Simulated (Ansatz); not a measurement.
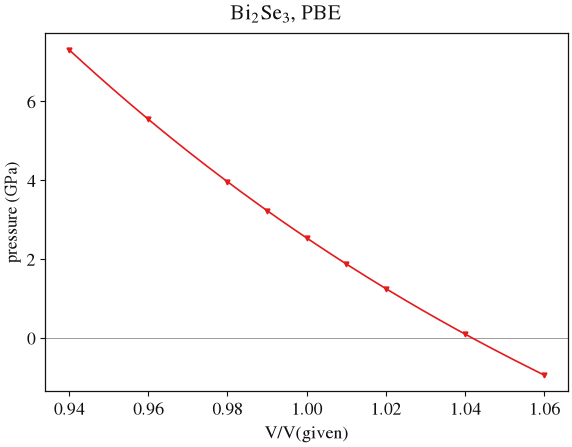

The plot gives the computed pressure against V/V(given) for Bi₂Se₃, space group R-3m (No. 166).

Starting cell:
```cif
data_structure
_symmetry_space_group_name_H-M 'P 1'
_symmetry_Int_Tables_number 1
_cell_length_a 9.8405
_cell_length_b 9.8405
_cell_length_c 9.8405
_cell_angle_alpha 24.304
_cell_angle_beta 24.304
_cell_angle_gamma 24.304
_cell_volume 141.89
loop_
_atom_site_label
_atom_site_type_symbol
_atom_site_fract_x
_atom_site_fract_y
_atom_site_fract_z
_atom_site_occupancy
Bi1 Bi 0.40080 0.40080 0.40080 1
Bi2 Bi 0.59920 0.59920 0.59920 1
Se1 Se 0.00000 0.00000 0.00000 1
Se2 Se 0.21170 0.21170 0.21170 1
Se3 Se 0.78830 0.78830 0.78830 1
```

How it was computed, with Ansatz 0.2.0: periodic Kohn-Sham DFT of a crystal at fixed atoms, scaled to the stated factor times the given cell; pressure positive in compression. Level: PBE, no spin-orbit coupling.

- method: all-electron PAW
- relativity: scalar
- k mesh: 6×6×6
- occupations: Fermi–Dirac
- smearing width: 0.03 eV
- nucleus: Gaussian

V(given) is 28.38 Å³/atom.

From this curve and the settings, what does the calculation give for the largest field gradient Vzz at the same points?

The largest field gradient Vzz falls from 7.753 1e21 V/m² at V/V(given) 0.94 to 7.627 1e21 V/m² at 1.06.

```json
{"V/V(given)": "0.94", "largest field gradient Vzz (1e21 V/m²)": "7.753"}
{"V/V(given)": "0.96", "largest field gradient Vzz (1e21 V/m²)": "7.737"}
{"V/V(given)": "0.98", "largest field gradient Vzz (1e21 V/m²)": "7.718"}
{"V/V(given)": "0.99", "largest field gradient Vzz (1e21 V/m²)": "7.708"}
{"V/V(given)": "1.00", "largest field gradient Vzz (1e21 V/m²)": "7.697"}
{"V/V(given)": "1.01", "largest field gradient Vzz (1e21 V/m²)": "7.686"}
{"V/V(given)": "1.02", "largest field gradient Vzz (1e21 V/m²)": "7.675"}
{"V/V(given)": "1.04", "largest field gradient Vzz (1e21 V/m²)": "7.652"}
{"V/V(given)": "1.06", "largest field gradient Vzz (1e21 V/m²)": "7.627"}
```

Keep in mind: field gradient without spin-orbit coupling on heavy atoms; no spin-orbit coupling on heavy atoms; small gap, it may come from the mesh; shape and atomic fractions are frozen while scaling, which makes layered, chain and framework solids too stiff.
